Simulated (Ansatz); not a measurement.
**SiC (F-43m):H_i (antibonding, by C), thermodynamic levels from a 54-atom cell**

Aim: at which Fermi levels does H_i (antibonding, by C) in SiC (F-43m) change its charge? The model is a cell of 54 host atoms with 1 H put in.

Calculated with Ansatz 0.2.0; place-levels on r2SCAN runs: charge-transition levels and formation energies with image-charge correction and potential alignment at the atomic sites; PAW set soft_1.

**Measured values to reproduce.**

“Insight into the structural, elastic and electronic properties of a new orthorhombic 6O-SiC polytype” (2020, pmc:7200658) quotes from earlier work for SiC, cubic 3C zincblende (literature value): band gap (indirect gap) 2.4 eV [literature value; measurement temperature and method not stated].

Report form: the programs' logs are mostly left out.

## (1) The starting structure

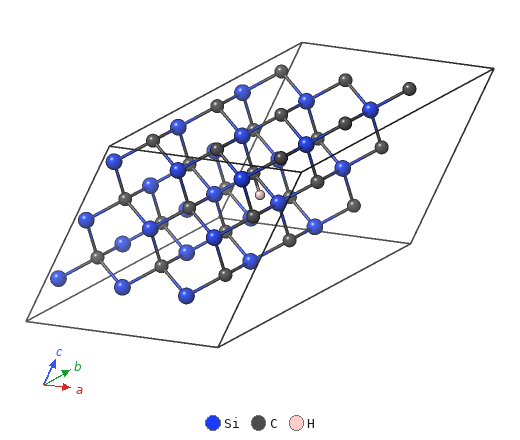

The starting structure, seen from a free direction (silicon blue, carbon dark grey, hydrogen pink).

The cell holds 55 atoms: 27 Si, 27 C and 1 H. Cell: a = 9.242 Å, b = 9.242 Å, c = 9.242 Å, α = 60.0°, β = 60.0°, γ = 60.0°. It derives from SiC (space group F-43m). Nearest the centre at fractional (0.465, 0.465, 0.271): H55 at 0.00 Å, C28 at 1.10 Å, Si33 at 1.84 Å, Si45 at 1.84 Å, Si27 at 1.84 Å, C44 at 2.27 Å, C32 at 2.27 Å, C26 at 2.27 Å.

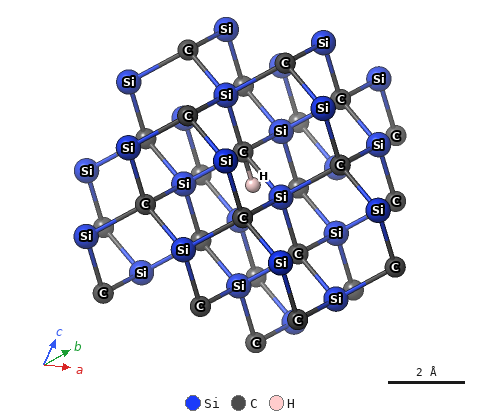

The atoms within 5 Å of the centre.

As a file:

```xyz
55
Lattice="0.0000 6.5349 6.5349 6.5349 0.0000 6.5349 6.5349 6.5349 0.0000" Properties=species:S:1:pos:R:3 pbc="T T T"
Si    0.0000    0.0000    0.0000
C     1.0891    1.0891    1.0891
Si    2.1783    2.1783    0.0000
C     3.2674    3.2674    1.0891
Si    4.3566    4.3566    0.0000
C     5.4457    5.4457    1.0891
Si    2.1783    0.0000    2.1783
C     3.2674    1.0891    3.2674
Si    4.3566    2.1783    2.1783
C     5.4457    3.2674    3.2674
Si    6.5349    4.3566    2.1783
C     7.6240    5.4457    3.2674
Si    4.3566    0.0000    4.3566
C     5.4457    1.0891    5.4457
Si    6.5349    2.1783    4.3566
C     7.6240    3.2674    5.4457
Si    8.7132    4.3566    4.3566
C     9.8023    5.4457    5.4457
Si    0.0000    2.1783    2.1783
C     1.0891    3.2674    3.2674
Si    2.1783    4.3566    2.1783
C     3.2674    5.4457    3.2674
Si    4.3566    6.5349    2.1783
C     5.4457    7.6240    3.2674
Si    2.1783    2.1783    4.3566
C     3.2674    3.2674    5.4457
Si    4.3566    4.3566    4.3566
C     5.4457    5.4457    5.4457
Si    6.5349    6.5349    4.3566
C     7.6240    7.6240    5.4457
Si    4.3566    2.1783    6.5349
C     5.4457    3.2674    7.6240
Si    6.5349    4.3566    6.5349
C     7.6240    5.4457    7.6240
Si    8.7132    6.5349    6.5349
C     9.8023    7.6240    7.6240
Si    0.0000    4.3566    4.3566
C     1.0891    5.4457    5.4457
Si    2.1783    6.5349    4.3566
C     3.2674    7.6240    5.4457
Si    4.3566    8.7132    4.3566
C     5.4457    9.8023    5.4457
Si    2.1783    4.3566    6.5349
C     3.2674    5.4457    7.6240
Si    4.3566    6.5349    6.5349
C     5.4457    7.6240    7.6240
Si    6.5349    8.7132    6.5349
C     7.6240    9.8023    7.6240
Si    4.3566    4.3566    8.7132
C     5.4457    5.4457    9.8023
Si    6.5349    6.5349    8.7132
C     7.6240    7.6240    9.8023
Si    8.7132    8.7132    8.7132
C     9.8023    9.8023    9.8023
H     4.8107    4.8107    6.0808
```

Known beforehand: the electronic dielectric constant, 7.06, and the static one, 10.43, computed on the host (DFPT, PBEsol, on the r2SCAN cell), and a cell off the functional's own equilibrium shifts the ionic part.

The cell's shortest repeat is 9.2 Å.

## (2) Charge states

Levels follow from differences of total energies between charge states, each relaxed by itself.

Each atom starts 0.05 Å or so off its site in a random direction: a symmetric start keeps its symmetry, and would miss off-centre moves and Jahn–Teller distortions. Forces are taken on a 2×2×2 shifted mesh. The cell holds 1 electron more than the neutral one, with a uniform background that keeps it neutral on the whole.

The sampling was tested on the host first: at the k-points planned (1x1x1 shifted 0.25 0.25 0.25) its energy lies 0.119 eV an atom from the dense-mesh value, so the final energies take a denser sampling.

One of the inputs; charge, spin and start change from state to state.

Contents of qm1.relax/input.yaml:

```yaml
crystal:
  lattice:
    - [0.0, 2.17829624, 2.17829624]
    - [2.17829624, 0.0, 2.17829624]
    - [2.17829624, 2.17829624, 0.0]
  atoms:
    - { symbol: Si, position: [0.0, 0.0, 0.0] }
    - { symbol: C, position: [0.25, 0.25, 0.25] }
  supercell: [3, 3, 3]
  defects:
    - { interstitial: { symbol: H, position: [0.465256, 0.465256, 0.2709] } }
total_charge: -1
basis:
  ecutwfc: 500
  xc_grid: 2
hamiltonian:
  xc: r2scan
  pseudopotentials: { kind: paw, azcp: { folder: soft_1 } }
kpoints:
  mp_grid: { grid: [2, 2, 2], shift: [0.5, 0.5, 0.5] }
scf:
  occupations: { method: fixed }
  max_iter: 60
output:
  forces: true
  charged_corrections: { epsilon: 7.06, static_epsilon: 10.43 }
relax:
  f_tol: 0.02
  max_steps: 80
  random_displacement: { amplitude: 0.05, seed: 9820 }
checkpoint:
  write: "../qm1.relax.run"
  compress: false
  write_wavefunctions: true
  write_every: 100000
```

Launch:

```
$ ansatz run input.yaml --threads 4 --pin off --max-ram 7536MiB --backend cpu --events-out ev --progress --plain --runs-dir out
```

The run of this state that the levels use, under r2SCAN:

Contents of qm1.point/input.yaml:

```yaml
crystal:
  checkpoint: "../qm1.relax.run"
  host: checkpoint
total_charge: -1
basis:
  ecutwfc: 500
  xc_grid: 2
hamiltonian:
  xc: r2scan
  pseudopotentials: { kind: paw, azcp: { folder: soft_1 } }
kpoints:
  mp_grid: { grid: [2, 2, 2], shift: [0.5, 0.5, 0.5] }
scf:
  occupations: { method: fixed }
  max_iter: 60
output:
  forces: true
  eigenvalues: true
  charged_corrections:
    epsilon: 7.06
    static_epsilon: 10.43
    defect_position: [0.465256, 0.465256, 0.2709]
  eigenstates: { localisation: true }
  populations: true
  band_densities: [{ bands: [v1, v1] }, { bands: [c1, c1] }]
  write_density: true
  write_potential: true
  volumetric_format: npy
checkpoint:
  read: "../qm1.relax.run"
  write: "../qm1.point.run"
  compress: false
  write_wavefunctions: false
  write_every: 100000
```

Relaxations under r2SCAN at a 2×2×2 shifted mesh; times on 4 threads of Arm Neoverse V2, shared host:

| charge | moment (μB) | occupations | outcome | steps | largest displacement against the far atoms (Å) | time |
| --- | --- | --- | --- | --- | --- | --- |
| −1 | 0 | fixed | converged | 19 | 1.79 | 4.7 min |
| 0 | 1 | fixed | converged | 9 | 0.49 | 6 min |
| +1 | 0 | fixed | converged | 15 | 0.22 | 3.6 min |

Single points under r2SCAN at a 2×2×2 shifted mesh; times on 4 threads of Arm Neoverse V2, shared host:

```csv
charge,moment (μB),occupations,outcome,time
−1,0,fixed,converged,19 s
0,1,fixed,converged,41 s
+1,0,fixed,converged,19 s
```

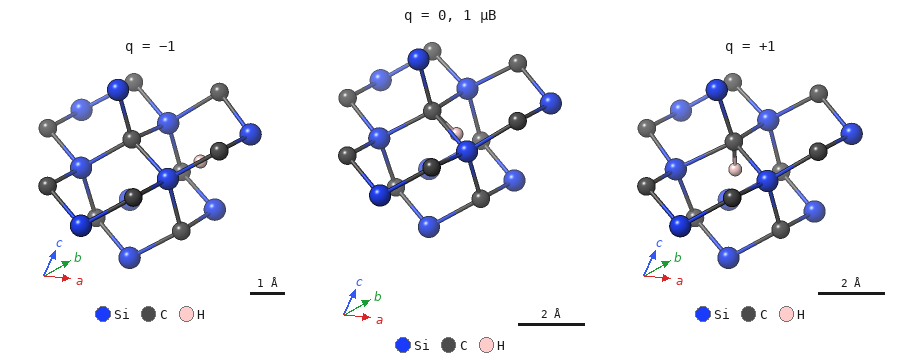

The structures near the centre after relaxation with r2SCAN, by charge.

Distances (Å) from H55 to the nearest atoms after relaxation with r2SCAN:

```
charge  moment (μB)       1.       2.       3.       4.       5.       6.
    −1            0  Si 1.82  Si 1.82  Si 1.82  Si 1.82   C 2.23   C 2.23
     0            1   C 1.13  Si 1.79  Si 1.79   C 2.17   C 2.17  Si 2.36
    +1            0   C 1.11  Si 1.81  Si 1.97   C 2.11  Si 2.12   C 2.27
```

## (3) place-levels, r2SCAN

A charged cell interacts with its images and the background, and its potential has another zero than the host's. place-levels removes the first by a point-charge model, screened by the static dielectric constant since the ions have relaxed around the charge, and the second by comparing potentials at atoms far from the defect.

The host is a run of the defect-free crystal in the same cutoffs, grids and k-points, so that basis and sampling errors cancel in part in the differences. The host is run in a cell of 2 atoms on a matching mesh. Its band edges are searched through the zone by a band path, so the gap is smaller than, or equal to, that on the mesh. Chemical potentials are energies per atom of H (H2 molecule), run with the same functional and cutoff.

Contents of levels.point.yaml:

```yaml
host:
  run: host.point.run
states: [qm1.point.run, q0_M1.point.run, qp1.point.run]
geometry_from:
  qm1.point.run: qm1.relax.run
  q0_M1.point.run: q0_M1.relax.run
  qp1.point.run: qp1.relax.run
  host.point.run: host.relax.run
chemical_potentials:
  H:
    energy: -15.945394
    dataset: "<sha256 of the dataset>"
epsilon: 7.06
static_epsilon: 10.43
vertical:
  - { from: qm1.point.run, to: qm1.point_neutral.run }
  - { from: qp1.point.run, to: qp1.point_neutral.run }
```

Launch:

```
$ ansatz place-levels levels.point.yaml -- --threads 4 --pin off --max-ram 7536MiB
```

It took 0.21 s on 4 threads of Arm Neoverse V2, shared host.

Levels between the charges placed, in eV above the valence top:

|  | gap (eV) | (+1/0) | (0/−1) |
| --- | --- | --- | --- |
| r2SCAN | 1.71 | 1.80 | 0.80 |

Corrections by state:

| charge | moment (μB) | image terms and alignment (eV) | band filling (eV) | ε used | over the lowest of its charge, as the program ranks them, band filling apart (eV) |
| --- | --- | --- | --- | --- | --- |
| +1 | 0.0 | 0.275 | - | 10.43 | 0.000 |
| 0 | 1.0 | 0.000 | -0.212 | - | 0.000 |
| −1 | 0.0 | 0.169 | - | 10.43 | 0.000 |

The charged structures listed were also run neutral, and place-levels reads from each pair, by the potential or the spins, how wide the charge is by which they differ; that can be the carrier of either run.

```csv
charge,rms radius (Å),spread where it is widest against the cell (Å),wide from (Å),reading
+1,5.1,3.05,1.31,wide
−1,2.8,1.62,1.31,wide
```

The neutral runs of these pairs need not share the spin of the lowest neutral state, and very wide values only mean spread over the cell.

From the program's caveats on the states, each cut to its opening words:

- charge +1: it parts from the run at its places by a charge that spreads by about 3 Å along one vector (1.3 Å or more is wide), by its potential at epsilon 7.06, taken for [...]
- charge 0 (1 μB): a band-filling correction moves a carrier to the host's band edge, which changes its energy by -0.212 eV
- charge 0 (1 μB): its alignment with the host at atomic sites is doubtful: the mean over the far sites moves by -0.0511 eV from their farther parts to their nearer, more than [...]
- charge 0 (1 μB): flagged: stability check not made
- charge −1: it parts from the run at its places by a charge that spreads by about 1.6 Å along one vector (1.3 Å or more is wide), by its potential at epsilon 7.06, taken [...]

The host's formation energy from the elements is -0.356 eV per atom; it sets how far the chemical potentials can move.

Limit set by the element alone; other compounds of these elements are not counted. Chemical potentials from the elements' reference states: C 0.00 eV, Si -0.71 eV, H 0.00 eV. Formation energy by charge state (C-rich; gap 1.71 eV):

```csv
charge,at valence top (eV),at conduction bottom (eV),correction included (eV)
+1,1.09,2.80,0.27
0,2.88,2.88,-0.21
−1,3.68,1.97,0.17
```

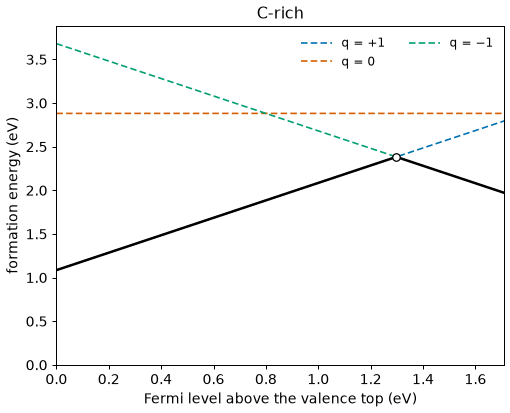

Formation energy against Fermi level; the thick line follows the lowest charge state and circles mark the transition levels.

Limit set by the element alone; other compounds of these elements are not counted. Chemical potentials from the elements' reference states: Si 0.00 eV, C -0.71 eV, H 0.00 eV. Formation energies (Si-rich), with the Fermi level at the valence top and at the conduction bottom (gap 1.71 eV):

```csv
charge,at valence top (eV),at conduction bottom (eV),correction included (eV)
+1,1.09,2.80,0.27
0,2.88,2.88,-0.21
−1,3.68,1.97,0.17
```

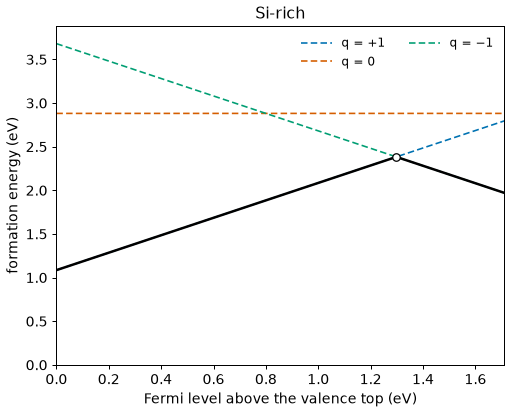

Formation energy against Fermi level; the thick line follows the lowest charge state and circles mark the transition levels.

## (4) What a wrong or other choice does

In this try the input is made faulty on purpose, to show what that does.

A choice is tested by changing it alone.

levels.try1.yaml is levels.point.yaml with these lines changed:

```diff
-epsilon: 7.06
-static_epsilon: 10.43
+epsilon: 1.0001
+static_epsilon: 1.0001
```

Launch:

```
$ ansatz place-levels levels.try1.yaml -- --threads 4 --pin off --max-ram 7536MiB
```

The change: no screening of the image charge.

Levels in eV above the valence top; the changed ones are not the defect's:

```csv
,gap (eV),(+1/0),(0/−1)
changed,1.71,0.52,1.88
as set up,1.71,1.80,0.80
```

The largest shift is 1.28 eV, band-filling terms included.

## (5) What came out

| Quantity | Value |
| --- | --- |
| gap of the host | 1.71 eV (r2SCAN) |
| level (plus 1/0) | 1.80 eV above the valence top, past the conduction bottom, not a change between lowest states (2.01 eV above the valence top without the band-filling term) |
| level (0/minus 1) | 0.80 eV above the valence top, not a change between lowest states (0.59 eV above the valence top without the band-filling term) |
| level (plus 1/minus 1) | 1.30 eV above the valence top |
| lowest of the charges placed, just above the valence top (0.02 eV) | +1 |
| lowest of the charges placed, just below the conduction bottom (0.02 eV) | −1 |
| lowest formation energy at mid-gap of the charges run, C-rich | 1.94 eV |
| lowest formation energy at mid-gap of the charges run, Si-rich | 1.94 eV |

What this shows: Of the charges placed (−1, 0 and +1), the lowest changes at 1.30 eV (+1/−1) above the valence top, in a gap of 1.71 eV. (+1/−1) passes over charge 0, which lies 0.50 eV above the two there; a lower structure or spin state of it, if missed, would change that. Charges above +1 and below −1 were not placed, so these runs say nothing of levels that involve them. States placed: +1 at 0 μB; 0 at 1 μB; −1 at 0 μB. Other spin states or structures, where not listed, weren't placed. The program finds carriers beyond a band edge of the host and adds a band-filling term at charge 0 (-0.21 eV); steps to such a charge show no bound level, and a defect level inside a band would be read the same way. At charge −1 the atom put in ends up to 1.8 Å from its starting place, so the name tells the start alone and the levels can join different sites. H is taken at its element; compounds, which aren't counted here, bound the chemical potentials and would shift these formation energies. The program doubts the alignment of potentials for at least one state, a sign that the cell is small. Keep in mind: r2SCAN makes the gap too small and tends to spread out bound carriers.

Computed beside measured:

| quantity | measured | r2SCAN |
| --- | --- | --- |
| band gap (least gap of the host) (eV) | 2.4 | 1.71 (-0.69 eV) |

Measured values from pmc:7200658 (2020).

Verdict: The band gap is off by -0.69 eV: a clear miss. Local and semilocal functionals usually give gaps below the measured ones. Zero-point and thermal motion shift the measured gap.

[Logs are printed without paths, hosts, clocks, repeated set-up lines and the standing remarks that a program may print on its own settings, such as how far it seeks lower states.]

[Hosts, paths, dates, database ids (printed as entryN), source tags and the programs' standing remarks are cut or masked in the printed files.]

[Where a table of states has a column of steps, it counts the stored structures, which are thinned; the runs took as many ionic steps or more.]

[A defect's name tells the site on which it was built; relaxed atoms can leave that site.]

[For some hosts the program warned that the k-mesh of the response run may be too coarse for force constants and the static dielectric constant; such warnings are not shown here.]
